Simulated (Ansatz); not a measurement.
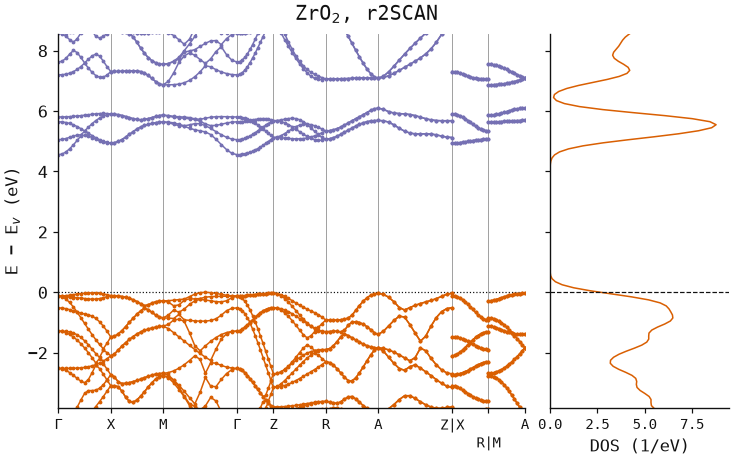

Band structure and density of states. Energies are counted from the top of the valence band. The DOS curve is built from the levels of the k mesh with Gaussians 0.55 eV wide, which also blur the band edges; ripples of that width can come from the mesh.

Structure: ZrO2, space group P4_2/nmc, 6 atoms in the cell; a = 3.596 Å, c = 5.177 Å (tetragonal axes).

Level of theory: r2SCAN, Ansatz PAW, no spin polarisation, no spin-orbit coupling, 7×7×5 k mesh, 500 eV cutoff; code Ansatz.

Metal, semiconductor or insulator, and what is the gap?

The bands leave a gap. The gap along this path is 4.56 eV and indirect, from the valence-band top between M and Γ to the conduction-band bottom at Γ; the smallest direct gap is 4.68 eV, at Γ. At Z the top valence band lies only 0.03 eV lower.

What are the direct gaps at X, A and R?

The direct gaps are 5.05 eV at X, 5.72 eV at A and 5.99 eV at R.

How much do the top valence band and the lowest conduction band disperse along the path?

The top valence band spans 0.9 eV and the lowest conduction band 1.1 eV.

Where is the tallest peak of the filled states in the window?

Within the window shown, the tallest peak of the filled states lies 0.9 eV under the valence-band top, at about 6.5 states per eV and cell.

The PAW data sets were made with another functional. LDA, GGA and most meta-GGA functionals understate gaps. The usual form of ZrO2 is monoclinic.
